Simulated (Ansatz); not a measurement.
## A series of single points on ZnS

System: ZnS (F-43m, 2 atoms in the cell).
Method: Kohn-Sham DFT of a periodic cell, r2SCAN50, Ansatz PAW, no spin polarisation (Ansatz 0.2.0).

The 6 runs differ only in the geometry, by an even scaling of the cell at fixed fractional positions. The structure derives from an entry of the Crystallography Open Database.

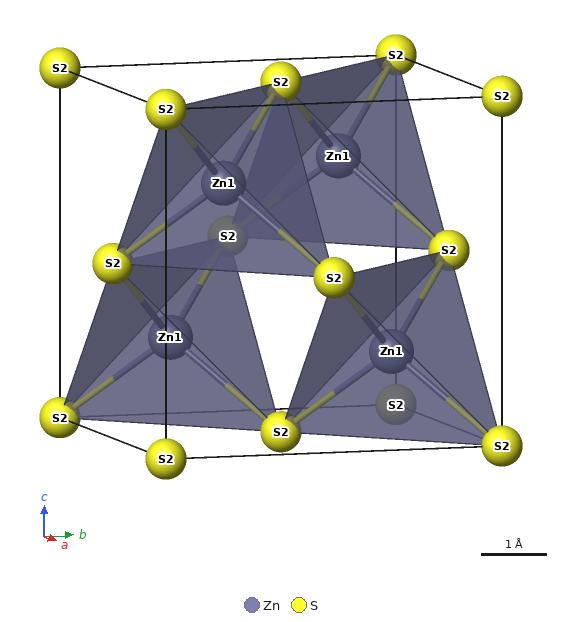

Figure 1. The structure of run 4 (polyhedral view of the cell 4 times as large as that of the calculation, set on its symmetry axes, seen slightly off an axis; polyhedra are completed across the faces of the cell; atoms are numbered from 1 in the order of the input).

## Input of run 4
```yaml
crystal:
  lattice:
    - [0.0, 2.7198945612, 2.7198945612]
    - [2.7198945612, 0.0, 2.7198945612]
    - [2.7198945612, 2.7198945612, 0.0]
  atoms:
    - { symbol: Zn, position: [0.75, 0.75, 0.75] }
    - { symbol: S, position: [0.0, 0.0, 0.0] }
hamiltonian:
  xc: r2scan50
  pseudopotentials: { kind: paw }
kpoints:
  mp_grid: { grid: [5, 5, 5] }
scf:
  occupations: { method: fermi_dirac, width: 0.05 }
output:
  forces: true
  stress: true
  eigenvalues: true
```

Command:
```bash
ansatz run input.yaml --threads 2 --pin off --max-ram 5632MiB --backend cpu --events-out ev --progress --plain --runs-dir out
```

Lattice vectors (Å) and fractional positions of run 4:
```
   0.000000    2.719895    2.719895
   2.719895    0.000000    2.719895
   2.719895    2.719895    0.000000
Zn  0.750000  0.750000  0.750000
S   0.000000  0.000000  0.000000
```

Run 2 differs from it as follows:
```diff
-    - [0.0, 2.7198945612, 2.7198945612]
-    - [2.7198945612, 0.0, 2.7198945612]
-    - [2.7198945612, 2.7198945612, 0.0]
+    - [0.0, 2.6654820099, 2.6654820099]
+    - [2.6654820099, 0.0, 2.6654820099]
+    - [2.6654820099, 2.6654820099, 0.0]
```

## Results, with one run withheld

```csv
run,volume per atom (Å³),"free energy per atom, from the lowest run given (meV)",pressure (GPa),gap on the mesh (eV)
1,18.543,17.83,5.44,6.41
2,18.938,?,?,?
3,19.727,0.00,−0.31,6.07
4,20.121,2.68,−1.86,5.96
5,20.516,9.01,−3.26,5.86
6,20.910,18.61,−4.52,5.76
```

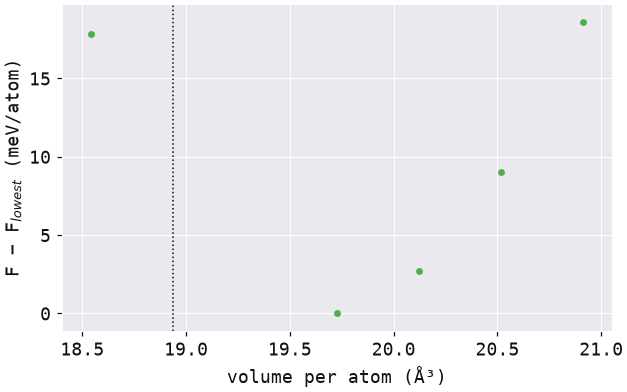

Figure 2. Free energy per atom of the runs given; the dotted line marks run 2.

Estimate the energy of run 2 from the others.

A cubic polynomial in V^(−2/3) (the Birch–Murnaghan form), fitted to the 5 runs given, misses them by under 0.01 meV per atom. With x = V^(−2/3) − 0.13602 Å⁻², it reads F = 0.93378 − 1558.7 x + 6.0598e+05 x² + 12589 x³ (meV per atom). At run 2 it gives 7.11 meV per atom, and the run itself gives 7.08. The slope of the fit gives a pressure −dF/dV of 3.31 GPa there, and the run prints 3.32 GPa. The fit has its minimum at 19.655 Å³ per atom, where V d²F/dV² gives 82.8 GPa: the bulk modulus at this level, since symmetry fixes the shape and the positions. The gap on the mesh goes, without turning, from 6.41 eV in run 1 to 5.76 eV in run 6; run 2 has 6.29 eV. These are gaps of this functional on this mesh, which can miss the band edges; they aren't the measured gap.

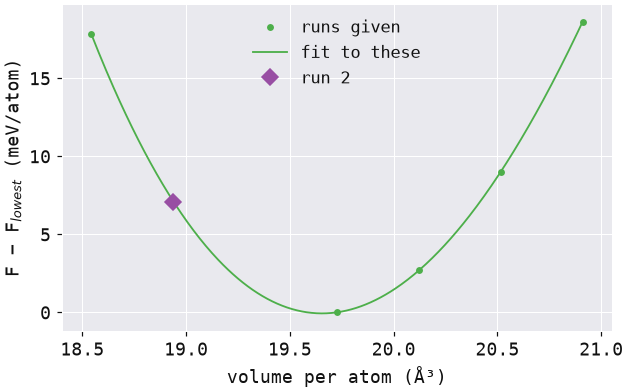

Figure 3. The fit and the withheld run.

## Output, shortened to warnings, some set-up lines, iterations and results (run 2)
```
Warning: output.stress: scf.convergence.dr2_threshold = 1e-7 eV (the SCF's general default) is looser than the 2e-10 eV advised for a printed stress (1e-10 eV for each atom of the cell: 2). What an SCF threshold leaves in a stress goes as its square root, and in the free energy as the threshold itself, and one threshold admits the most on a small cell: of the crystals measured, under no hybrid …
Warning: output.stress: scf.exx.energy_threshold = 1e-6 eV is looser than the 2e-8 eV advised for a stress under a hybrid functional (1e-8 eV for each atom of the cell: 2). Every SCF of the exchange loop can meet its threshold on dr2 while the loop round them stops early: no threshold on dr2 bounds what that leaves in the stress. Set scf.exx.energy_threshold to 2e-8 eV or tighter. The threshold …
Basis set: ecut = 500 eV, 941 PW (Γ), exchange–correlation on 120×120×120 points (64 copies of the dense FFT grid, shifted against one another)
Symmetry: 24 space group operations
k-points: 10 of 125 (time reversal used)
Initial density: superposition of atomic densities (neutral atoms: chi_scale 0, normalization atom), corrected by the library's trained network
[...]
SCF iter   1: F=—  HF=-4233.441988 eV  |F-HF|=—  |Δ(HF+E_count)|=         —  Δρ=1.82e-2  dr2=6.44e-2  dr2_τ=7.32e-3  ethr=1.77e-3  ⟨swp⟩=11.4  Hψ=710  notcnv=0
SCF iter   2: F=—  HF=-4233.440626 eV  |F-HF|=—  |Δ(HF+E_count)|=   1.36e-3  Δρ=6.24e-3  dr2=1.38e-2  dr2_τ=4.91e-4  ethr=3.58e-4  ⟨swp⟩=4.2  Hψ=440  notcnv=0
SCF iter   3: F=—  HF=-4233.432377 eV  |F-HF|=—  |Δ(HF+E_count)|=   8.25e-3  Δρ=3.09e-3  dr2=1.51e-3  dr2_τ=9.37e-6  ethr=7.64e-5  ⟨swp⟩=4.0  Hψ=391  notcnv=0
SCF iter   4: F=-4233.432715 eV  HF=-4233.432805 eV  |F-HF|=9.01e-5  |Δ(HF+E_count)|=   4.28e-4  Δρ=6.11e-4  dr2=1.51e-4  dr2_τ=4.37e-6  ethr=7.48e-7  ⟨swp⟩=3.0  Hψ=462  …
SCF 1 stopped early in 4 iterations: F = -4233.432715 eV  dr2 = 1.51e-4
[... 13 lines ...]
SCF iter   6: F=-4230.420221 eV  HF=-4230.420221 eV  |F-HF|=4.09e-9  |Δ(HF+E_count)|=   6.82e-9  Δρ=3.32e-6  dr2=3.45e-9  dr2_τ=1.15e-10  ethr=1.06e-10  ⟨swp⟩=3.5  Hψ=294  …
SCF 3 converged in 6 iterations: F = -4230.420221 eV  dr2 = 3.45e-9
SCF iter   1: F=—  HF=-4230.420219 eV  |F-HF|=—  |Δ(HF+E_count)|=         —  Δρ=6.80e-6  dr2=1.11e-8  dr2_τ=2.22e-10  ethr=9.15e-9  ⟨swp⟩=3.6  Hψ=303  notcnv=0
SCF iter   2: F=-4230.420219 eV  HF=-4230.420219 eV  |F-HF|=7.85e-10  |Δ(HF+E_count)|=   1.69e-8  Δρ=4.01e-6  dr2=3.02e-9  dr2_τ=8.48e-11  ethr=4.27e-11  ⟨swp⟩=4.0  Hψ=392  …
SCF 4 converged in 2 iterations: F = -4230.420219 eV  dr2 = 3.02e-9
  Residual-converged pass: ⟨swp⟩=2.0  Hψ=219  notcnv=0  max |occ|·‖R‖ = 2.3e-6 eV (tolerance 2.4e-6 eV)  dr2=3.02e-9  dr2_τ=8.45e-11  dr2_onsite=1.34e-9  max |Δocc| = 0.0e0
hybrid outer 3: dexx = +1.625e-8 eV, tail = 9.12e-9 eV, Δε = 4.41e-4 eV (about 1.09e-4 eV left of the loop's levels), ΔF = 5.55e-17 eV/Å (tail 2.74e-17)
hybrid SCF converged: 3 outer / 15 inner (+4 warm-up), last move |dexx| = 1.63e-8 eV, tail = 9.12e-9 eV
Stability not checked: this state was not tested for a lower state beside it, because the functional holds exact exchange (a hybrid, or Hartree-Fock), whose exchange loop this test does not read (fock_operator; see scf.lower_state_search)
Free energy (F): -4230.420219 eV
Frozen-core exchange: fock
Harris-Foulkes:  -4230.420219 eV  (|F-HF|=7.85e-10)
Internal energy: -4230.420219 eV  (E = F + TS)
E sigma→0 (E₀):  -4230.420219 eV
Fermi energy:    7.196614 eV
--- Per-component energies (eV) ---
  E_band       = -71.088520
  E_kinetic    = 238.224620
  E_local      = -2035.310956  (includes V_loc(G=0)·N_el)
  E_nonlocal   = 653.051621
  E_hartree    = 862.147824
  E_xc         = -118.234914
  E_vxc        = -78.196978  (∫ρ·V_xc dr)
  E_exx        = -122.295950  (= α·E_x^exact, valence–valence)
  E_paw        = -2438.255220  (= ΣΔE_a)
  E_vpaw       = -330.515105  (= ΣTr[D̂ρ^β])
  E_aug_tail   = -0.000041  (compensation charges beyond the density's cutoff)
  E_vtau       = 1.956809  (kinetic-family band-sum trace: ∫τ·v_τ [+ j·A + Jᵃ·Aᵃ] dr)
  E_ewald      = -1270.551007
  E_core_change = 0.803804  (= ΣΔE_core)
  E_smearing   = -0.000000  (= −TS)
  E_closure    = 0.000000  (closes the sum)
  Σ components = -4230.420219   (vs F -4230.420219, Δ=0.00e0)
--- Forces (eV/Å), atoms counted from 1 ---
  atom   1  Zn     0.00000000    -0.00000000    -0.00000000
  atom   2  S     -0.00000000     0.00000000    -0.00000000
  max |Σ_I F_I| component: 8.33e-17 eV/Å
--- Stress (GPa, compression-positive) ---
        3.319354      -0.000000      -0.000000
       -0.000000       3.319354       0.000000
       -0.000000       0.000000       3.319354
  P = ⅓ Tr σ = 3.3194 GPa (33.194 kbar)
```

Warnings of the run: the exchange loop's threshold is looser than advised for the stress; the SCF threshold is looser than advised for the printed stress.
